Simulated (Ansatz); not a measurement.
## Geometry relaxation of Ni13Si7 (part 1 of 3)

The run: geometry relaxation of Ni13Si7 (slab, 20 atoms in the cell). Method and program: DFT PBEsol, scalar-relativistic, plane waves, PAW, no spin polarisation (Ansatz 0.2.0).

The structure derives from an entry of the Crystallography Open Database. It belongs to a series of runs on one base structure; here: (0 0 1) slab, atoms relaxed.

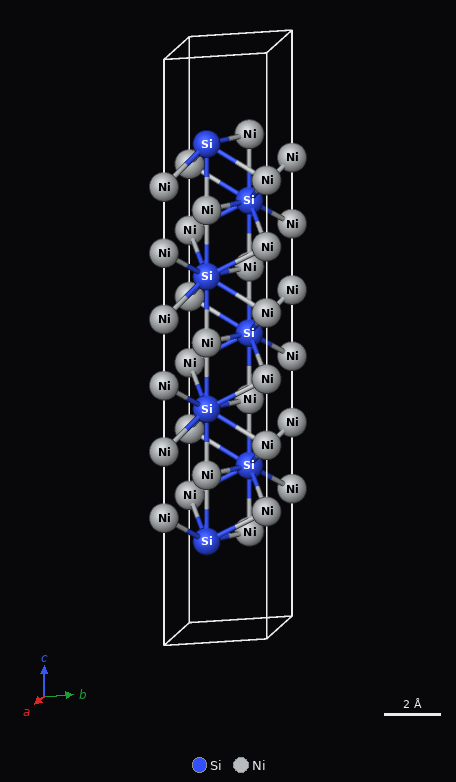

The starting structure (ball-and-stick view of the cell of the calculation, with the vacuum cut short, seen slightly off an axis). An atom can appear more than once, as a periodic image.

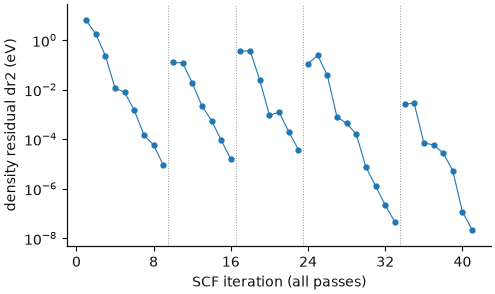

Convergence of the self-consistent field: density residual dr2 against the SCF iteration. The dotted lines part the SCF passes of the relaxation: geometry steps, rejected trials and re-solves on a re-selected basis. The 5 passes take 7 to 10 iterations each, 41 in all.

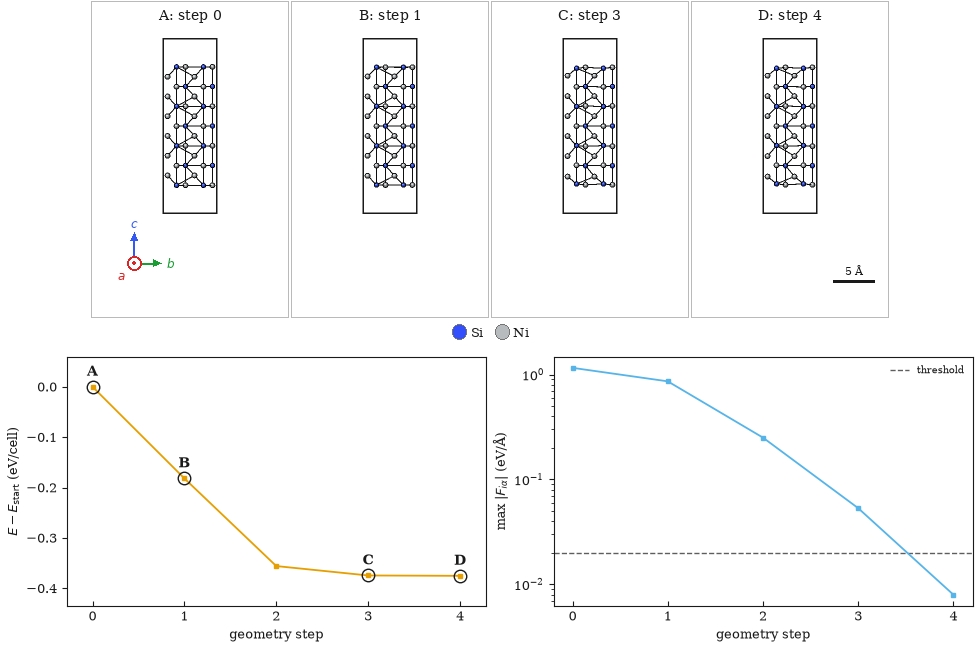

Frames of the relaxation (ball-and-stick view of the 1 × 2 repeat of the cell, with the vacuum cut short (origin shifted), along the a axis) above the curves, on which the letters mark them (the first geometry is step 0 here and step 1 in the log).

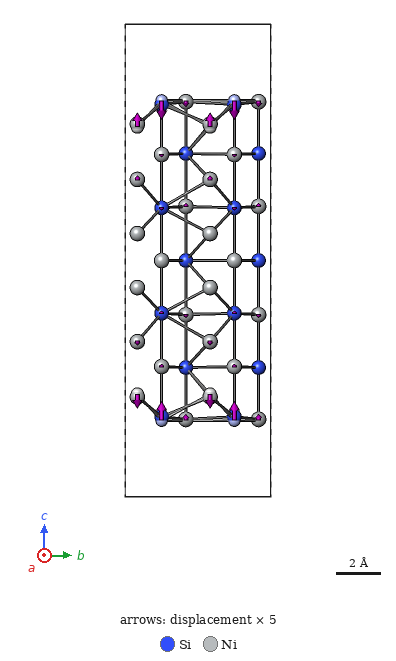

Start (faint) and end (solid) with the displacements as pink arrows, magnified 5 times (ball-and-stick view of the 1 × 2 repeat of the cell, with the vacuum cut short (origin shifted), along the a axis). Over 4 geometry steps the energy falls by 0.375 eV per cell of the calculation. The largest force component goes from 1.2 to 0.008 eV/Å. The largest moves, 0.18 Å, are those of Si1 and Si19. By element the largest moves are Si 0.18 Å, Ni 0.14 Å. The cell stays as it was. Among the contacts that change: Ni17–Si19 2.458 → 2.309 Å, Ni18–Si19 2.549 → 2.411 Å, Ni2–Si4 2.458 → 2.382 Å, Ni3–Si4 2.549 → 2.612 Å. Among the angles that change: Si16–Ni18–Si19 180.0° → 170.9°, Si19–Ni18–Si19 98.7° → 106.7°, Si16–Ni18–Si16 98.7° → 95.6°. (Atoms are counted from 1 in the order of the input.)

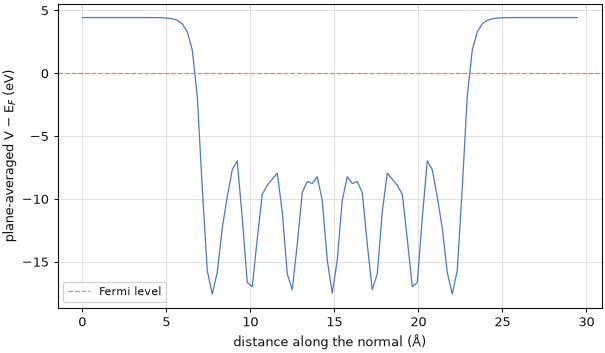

Plane average of the electrostatic potential energy of an electron across the cell, from the Fermi level. The vacuum level lies 4.44 eV above the Fermi level.

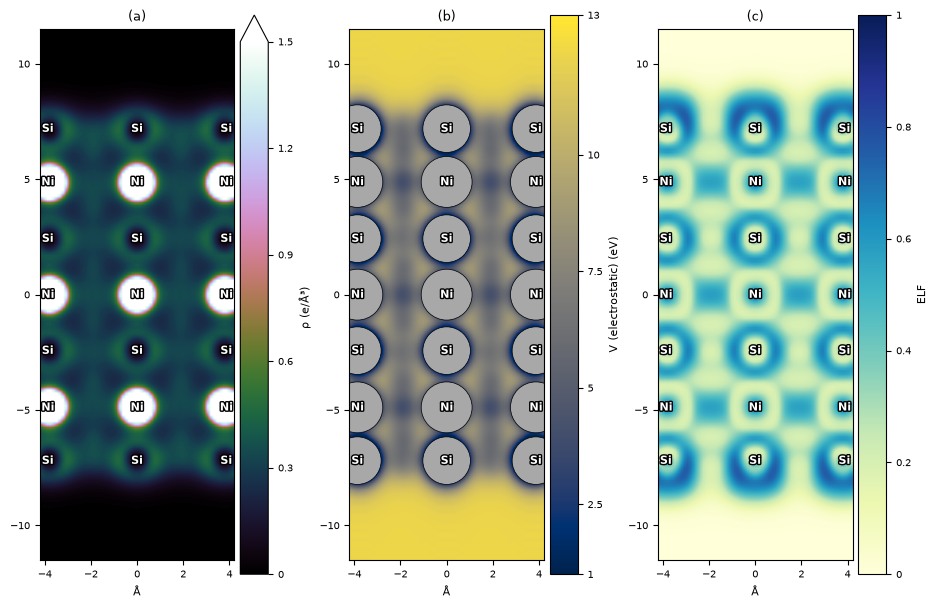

(a) valence pseudo-density; (b) electrostatic potential energy of an electron; (c) electron localisation function on the (010) plane of the calculation cell, a cut from vacuum to vacuum. Grey discs, where drawn, cover atomic cores. Atoms in the plane: Si and Ni. Si–Ni (2.31 Å): ρ at the midpoint is about 0.45 e/Å³; the ELF is about 0.45 at the midpoint. Si–Ni (2.43 Å): the density is about 0.38 e/Å³ at the midpoint; the ELF is about 0.40 at the midpoint. The density dies away to nearly zero in the vacuum. The strong features right at Ni lie inside the PAW spheres (semicore, d or f shells) and say nothing about bonding. Core electrons are frozen (PAW), so the fields are smoothed inside the atomic spheres.

The input and output of the run follow.

Input file:
```yaml
crystal:
  lattice:
    - [3.8684636528, 0.0, 0.0]
    - [-1.9342318264, 3.350187797, 0.0]
    - [0.0, 0.0, 29.750955775]
  atoms:
    - { symbol: Si, position: [0.6666666667, 0.3333333333, 0.2520927414] }
    - { symbol: Ni, position: [0.3333333333, 0.6666666667, 0.2520927414] }
    - { symbol: Ni, position: [0.0, 0.0, 0.2934106178] }
    - { symbol: Si, position: [0.3333333333, 0.6666666667, 0.3347284943] }
    - { symbol: Ni, position: [0.6666666667, 0.3333333333, 0.3347284943] }
    - { symbol: Ni, position: [0.0, 0.0, 0.3760463707] }
    - { symbol: Si, position: [0.6666666667, 0.3333333333, 0.4173642471] }
    - { symbol: Ni, position: [0.3333333333, 0.6666666667, 0.4173642471] }
    - { symbol: Ni, position: [0.0, 0.0, 0.4586821236] }
    - { symbol: Si, position: [0.3333333333, 0.6666666667, 0.5] }
    - { symbol: Ni, position: [0.6666666667, 0.3333333333, 0.5] }
    - { symbol: Ni, position: [0.0, 0.0, 0.5413178764] }
    - { symbol: Si, position: [0.6666666667, 0.3333333333, 0.5826357529] }
    - { symbol: Ni, position: [0.3333333333, 0.6666666667, 0.5826357529] }
    - { symbol: Ni, position: [0.0, 0.0, 0.6239536293] }
    - { symbol: Si, position: [0.3333333333, 0.6666666667, 0.6652715057] }
    - { symbol: Ni, position: [0.6666666667, 0.3333333333, 0.6652715057] }
    - { symbol: Ni, position: [0.0, 0.0, 0.7065893822] }
    - { symbol: Si, position: [0.6666666667, 0.3333333333, 0.7479072586] }
    - { symbol: Ni, position: [0.3333333333, 0.6666666667, 0.7479072586] }
basis:
  ecutwfc: 420
kpoints:
  mp_grid: { grid: [9, 9, 1] }
hamiltonian:
  xc: pbesol
scf:
  occupations: { method: gaussian, width: 0.1 }
output:
  forces: true
  eigenvalues: true
  write_density: true
  write_potential: true
  elf: true
  volumetric_format: npy
relax:
  adjacent_minimum: "off"
  f_tol: 0.02
  max_steps: 60
efield:
  axis: 3
  dipole_correction: true
  ramp_width: 0.04
```

Command:
```bash
ansatz run input.yaml --threads 4 --pin off --max-ram 10240MiB --backend cpu --events-out ev --progress --plain --runs-dir out
```

Log:
```
Engine: ansatz 0.2.0, x86_64-unknown-linux-gnu
Pseudopotentials: kind: paw
Pseudopotential: Si, paw, valence charge 4, recommended cutoff 420 eV (normal), Si.paw.azcp
Pseudopotential: Ni, paw, valence charge 18, recommended cutoff 420 eV (normal), Ni.paw.azcp
Functional definition: PBEsol
  exchange = pbesol_x
  correlation = pbesol_c
Crystal: 20 atoms, lattice volume = 385.575 Å³
Basis set: ecut = 420 eV, 7623 PW (Γ), exchange–correlation on 54×54×400 points (8 copies of the dense FFT grid, shifted against one another)
Bands: 158, of which v1, the nominal top of the filled ones, is band 131 counted from 1 (130 counted from 0)
Symmetry: 6 space group operations
k-points: 12 of 81 (time reversal used)
Non-local potential: Si, projectors of the file, l = 0: 2, l = 1: 2, l = 2: 2
Non-local potential: Ni, projectors of the file, l = 0: 3, l = 1: 2, l = 2: 3, l = 3: 1
PAW form: soft (Blöchl's): semilocal exchange-correlation on the pseudo side does not see the compensation charge
PAW frozen core: Si, regenerated for the run's functional, and the local potential with it (the file was generated under x = pbe(κ = 0.804, μ = 0.2195149727645171), c = pbe(β = 0.06672455060314922))
PAW frozen core: Ni, regenerated for the run's functional, and the local potential with it (the file was generated under x = pbe(κ = 0.804, μ = 0.2195149727645171), c = pbe(β = 0.06672455060314922))
PAW one-centre angular grid: Si, 110 points (default); XC on 64 Gauss nodes
PAW one-centre angular grid: Ni, 590 points (default); XC on 64 Gauss nodes
Initial density: superposition of atomic densities (neutral atoms: chi_scale 0, normalization atom), corrected by the library's trained network
Initial wavefunctions: pseudopotential atomic-orbital guess
Functional: x = pbesol(κ = 0.804, μ = 0.12345679012345678), c = pbesol(β = 0.046)
SCF iter   1: F=—  HF=-79823.681146 eV  |F-HF|=—  |Δ(HF+E_count)|=         —  Δρ=2.03e-2  dr2=6.28e0  ethr=1.77e-3  p=0.000 e·Å  D=1.89e-13 V/Å  ΔV_dip=-0.00 eV  dr2_dipole=6.03e-6  V_vac-E_F(+/−)=4.89/4.89 eV  ⟨swp⟩=8.1  Hψ=8674  notcnv=0  defer=77
efield: sawtooth ramp at fractional position 0.9800 (placed from the atoms, in the widest stretch of the axis that holds none; the zero of the levels goes with the place), width 0.0400; the density the first Hamiltonian is built on has a dipole p = 0.000 e·Å; the dipole correction subtracts the counter field D = 1.89e-13 V/Å, which shifts the + side's vacuum level by -0.00 eV against the − side's; the planar-averaged density in the ramp window peaks in size at 5.9e-5 e/Å³
preconditioner: auto → LDOS  [metal: Δε(μ)=0.014 eV  Ē_g=7.023 eV  σ=0.100 eV  W_gap=0.08  n_scr=126 (ndim 8)  ℏωp=23.8 eV  f_vac=0.406  D(μ)=12.10/eV (n_scr^D=100)  β→1.0]
SCF iter   2: F=—  HF=-79823.801144 eV  |F-HF|=—  |Δ(HF+E_count)|=   1.20e-1  Δρ=2.86e-2  dr2=1.81e0  ethr=1.77e-3  p=0.000 e·Å  D=9.33e-6 V/Å  ΔV_dip=-0.00 eV  dr2_dipole=1.33e-5  V_vac-E_F(+/−)=4.77/4.77 eV  ⟨swp⟩=2.2  Hψ=2964  notcnv=0  defer=226
SCF iter   3: F=—  HF=-79823.530713 eV  |F-HF|=—  |Δ(HF+E_count)|=   2.70e-1  Δρ=9.48e-3  dr2=2.33e-1  ethr=6.92e-4  p=0.000 e·Å  D=6.88e-6 V/Å  ΔV_dip=-0.00 eV  dr2_dipole=6.18e-6  V_vac-E_F(+/−)=4.77/4.77 eV  ⟨swp⟩=2.0  Hψ=2524  notcnv=0  defer=226
SCF iter   4: F=—  HF=-79823.503943 eV  |F-HF|=—  |Δ(HF+E_count)|=   2.68e-2  Δρ=1.96e-3  dr2=1.16e-2  ethr=8.90e-5  p=0.000 e·Å  D=5.49e-6 V/Å  ΔV_dip=-0.00 eV  dr2_dipole=5.30e-7  V_vac-E_F(+/−)=4.73/4.73 eV  ⟨swp⟩=2.9  Hψ=3609  notcnv=0  defer=226
SCF iter   5: F=—  HF=-79823.504050 eV  |F-HF|=—  |Δ(HF+E_count)|=   1.07e-4  Δρ=1.51e-3  dr2=7.74e-3  ethr=4.42e-6  p=0.000 e·Å  D=4.47e-6 V/Å  ΔV_dip=-0.00 eV  dr2_dipole=2.54e-7  V_vac-E_F(+/−)=4.72/4.72 eV  ⟨swp⟩=2.3  Hψ=3040  notcnv=0  defer=226
SCF iter   6: F=—  HF=-79823.503898 eV  |F-HF|=—  |Δ(HF+E_count)|=   1.52e-4  Δρ=6.27e-4  dr2=1.44e-3  ethr=2.95e-6  p=0.000 e·Å  D=3.26e-6 V/Å  ΔV_dip=-0.00 eV  dr2_dipole=8.72e-9  V_vac-E_F(+/−)=4.71/4.71 eV  ⟨swp⟩=1.9  Hψ=2156  notcnv=0  defer=226
SCF iter   7: F=—  HF=-79823.504012 eV  |F-HF|=—  |Δ(HF+E_count)|=   1.14e-4  Δρ=1.69e-4  dr2=1.48e-4  ethr=5.51e-7  p=0.000 e·Å  D=1.56e-6 V/Å  ΔV_dip=-0.00 eV  dr2_dipole=1.38e-8  V_vac-E_F(+/−)=4.71/4.71 eV  ⟨swp⟩=2.0  Hψ=2405  notcnv=0  defer=226
SCF iter   8: F=—  HF=-79823.504061 eV  |F-HF|=—  |Δ(HF+E_count)|=   4.92e-5  Δρ=1.28e-4  dr2=5.75e-5  ethr=5.65e-8  p=0.000 e·Å  D=8.19e-7 V/Å  ΔV_dip=-0.00 eV  dr2_dipole=8.93e-10  V_vac-E_F(+/−)=4.71/4.71 eV  ⟨swp⟩=2.1  Hψ=2574  notcnv=0  defer=226
SCF iter   9: F=-79823.504064 eV  HF=-79823.504064 eV  |F-HF|=4.78e-7  |Δ(HF+E_count)|=   3.55e-6  Δρ=4.81e-5  dr2=9.08e-6  ethr=3.82e-9  p=0.000 e·Å  D=3.44e-7 V/Å  ΔV_dip=-0.00 eV  dr2_dipole=5.15e-11  V_vac-E_F(+/−)=4.71/4.71 eV  ⟨swp⟩=23.2  Hψ=21801  notcnv=0
SCF 1 converged in 9 iterations: F = -79823.504064 eV  dr2 = 9.08e-6
  greatest PAW one-centre occupation: 1.001 electrons in one spin orbital (limit 2), on the Ni atom at site 1 (counted from 0), in its partial waves of l = 1
relax step   1: F+E_penalty+E_count = -79823.50406401 eV  Δ(F+E_penalty+E_count) = +0.000e0 eV  max|allowed force component| = 1.160e0 eV/Å  Δτ_max = 0.0000 Å  (9 SCF iters, dr2 threshold 1.00e-5 eV, accepted)
Initial density: handed on by an earlier stage of this run
Initial wavefunctions: those handed on with the density
iter 1 solved again at ethr=5.38e-5 eV; its pass at ethr=3.10e-3 eV (dr2=1.41e-1 eV) is discarded
SCF iter   1: F=—  HF=-79823.703013 eV  |F-HF|=—  |Δ(HF+E_count)|=         —  Δρ=4.38e-3  dr2=1.26e-1  ethr=5.38e-5  p=0.000 e·Å  D=3.44e-7 V/Å  ΔV_dip=-0.00 eV  dr2_dipole=2.11e-10  V_vac-E_F(+/−)=4.69/4.69 eV  ⟨swp⟩=2.0  Hψ=5958  notcnv=0  defer=225
efield: sawtooth ramp at fractional position 0.9800 (handed on by an earlier solve), width 0.0400; the density the first Hamiltonian is built on has a dipole p = 0.000 e·Å; the dipole correction subtracts the counter field D = 3.44e-7 V/Å, which shifts the + side's vacuum level by -0.00 eV against the − side's; the planar-averaged density in the ramp window peaks in size at 1.6e-5 e/Å³
preconditioner: auto → LDOS  [metal: Δε(μ)=0.010 eV  Ē_g=7.059 eV  σ=0.100 eV  W_gap=0.06  n_scr=126 (ndim 8)  ℏωp=23.8 eV  f_vac=0.410  D(μ)=13.56/eV (n_scr^D=112)  β→1.0]
SCF iter   2: F=—  HF=-79823.711383 eV  |F-HF|=—  |Δ(HF+E_count)|=   8.37e-3  Δρ=4.61e-3  dr2=1.20e-1  ethr=4.79e-5  p=0.000 e·Å  D=7.94e-8 V/Å  ΔV_dip=-0.00 eV  dr2_dipole=1.91e-9  V_vac-E_F(+/−)=4.62/4.62 eV  ⟨swp⟩=2.3  Hψ=2925  notcnv=0  defer=225
SCF iter   3: F=—  HF=-79823.686963 eV  |F-HF|=—  |Δ(HF+E_count)|=   2.44e-2  Δρ=1.56e-3  dr2=1.89e-2  ethr=4.58e-5  p=-0.000 e·Å  D=-2.56e-7 V/Å  ΔV_dip=0.00 eV  dr2_dipole=4.10e-11  V_vac-E_F(+/−)=4.64/4.64 eV  ⟨swp⟩=2.0  Hψ=2686  notcnv=0  defer=225
SCF iter   4: F=—  HF=-79823.685983 eV  |F-HF|=—  |Δ(HF+E_count)|=   9.80e-4  Δρ=7.26e-4  dr2=2.21e-3  ethr=7.22e-6  p=-0.000 e·Å  D=-5.02e-7 V/Å  ΔV_dip=0.00 eV  dr2_dipole=1.02e-11  V_vac-E_F(+/−)=4.64/4.64 eV  ⟨swp⟩=2.0  Hψ=2840  notcnv=0  defer=227
SCF iter   5: F=—  HF=-79823.685982 eV  |F-HF|=—  |Δ(HF+E_count)|=   4.85e-7  Δρ=4.04e-4  dr2=5.65e-4  ethr=8.44e-7  p=-0.000 e·Å  D=-4.29e-7 V/Å  ΔV_dip=0.00 eV  dr2_dipole=6.88e-14  V_vac-E_F(+/−)=4.63/4.63 eV  ⟨swp⟩=2.0  Hψ=2096  notcnv=0  defer=227
SCF iter   6: F=—  HF=-79823.685982 eV  |F-HF|=—  |Δ(HF+E_count)|=   2.49e-7  Δρ=1.57e-4  dr2=9.08e-5  ethr=2.16e-7  p=-0.000 e·Å  D=-3.52e-7 V/Å  ΔV_dip=0.00 eV  dr2_dipole=1.70e-12  V_vac-E_F(+/−)=4.63/4.63 eV  ⟨swp⟩=2.0  Hψ=2271  notcnv=0  defer=227
SCF iter   7: F=-79823.685978 eV  HF=-79823.685992 eV  |F-HF|=1.32e-5  |Δ(HF+E_count)|=   9.18e-6  Δρ=6.66e-5  dr2=1.55e-5  ethr=3.21e-8  p=-0.000 e·Å  D=-1.94e-7 V/Å  ΔV_dip=0.00 eV  dr2_dipole=8.63e-13  V_vac-E_F(+/−)=4.63/4.63 eV  ⟨swp⟩=22.1  Hψ=23040  notcnv=0
SCF 2 converged in 7 iterations: F = -79823.685978 eV  dr2 = 1.55e-5
relax step   2: F+E_penalty+E_count = -79823.68597846 eV  Δ(F+E_penalty+E_count) = -1.819e-1 eV  max|allowed force component| = 8.624e-1 eV/Å  Δτ_max = 0.0486 Å  (7 SCF iters, dr2 threshold 8.41e-5 eV, accepted)
iter 1 solved again at ethr=1.33e-4 eV; its pass at ethr=3.10e-3 eV (dr2=3.49e-1 eV) is discarded
```
